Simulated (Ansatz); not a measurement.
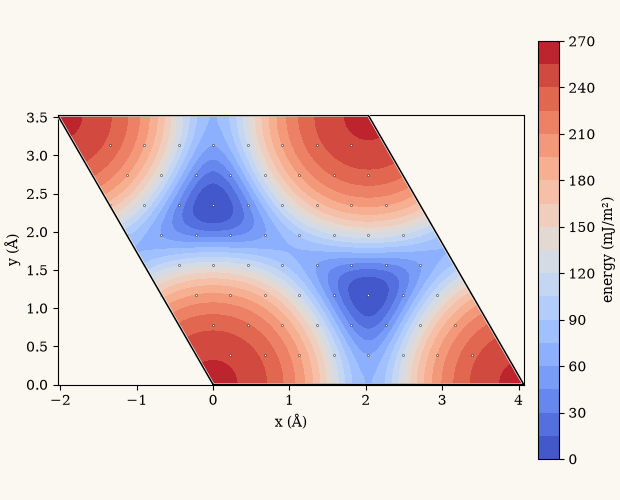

A bilayer of two Sb sheets of the honeycomb type, the upper one turned by 180 degrees about the normal (4 atoms in the cell). The upper layer of a bilayer is slid over the lower one; relaxed at each slide: the heights of all atoms; the origin of the map has Sb4 above Sb1. Places are given modulo a cell vector. The map is drawn in real space over the plane of the slide. Grid: 9 × 9 points; 12 points were computed and 69 follow by symmetry. All energies are given in mJ/m² relative to the lowest grid point. The calculation used DFT PBE+D3(BJ), scalar-relativistic, plane waves, PAW (Ansatz 0.2.0). Settings: cutoff 420 eV, k-mesh 9×9×1, gaussian smearing 0.05 eV, no spin polarisation.

Drawn: filled contours, dots at the grid points, the outline of one cell of the plane. Between grid points the surface is interpolated.

The lowest grid point is at (3/9, 6/9) of the cell vectors; the map holds 2 wells of about this depth. No other kind of well shows on this grid. The highest grid point, (0/9, 0/9) of the cell vectors, lies 258 mJ/m² above the lowest. On the interpolated surface the easiest way out of the lowest well to a well of about the same depth near (6/9, 3/9) of the cell vectors passes a barrier of about 74 mJ/m². Facing atoms of the upper layer at the lowest point: Sb above Sb of a deeper plane; at the highest: Sb above Sb. The relaxed distance between the facing planes is 2.73 Å at the lowest and 4.05 Å at the highest point.

The scan is repeated rigidly (the distance between the facing planes is held at 3.85 Å); all else is set up alike. At a held distance the lowest stacking need not be the one that binds best once the distance relaxes.

How does the landscape change?

The lowest place stays at (3/9, 6/9) of the cell vectors. The span from the lowest to the highest grid point shrinks from 258 to 96 mJ/m². The easiest pass out of the lowest well goes from about 74 to about 8.2 mJ/m² on the interpolated surfaces. In the new map: facing atoms of the upper layer at the lowest point: Sb above Sb of a deeper plane; at the highest: Sb above Sb.

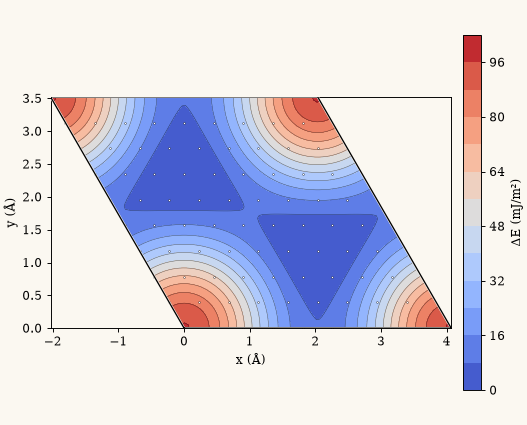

The map after the change, on a colour scale of its own. The picture shows filled contours, dots at the grid points, the outline of one cell of the plane. Between grid points the surface is interpolated.
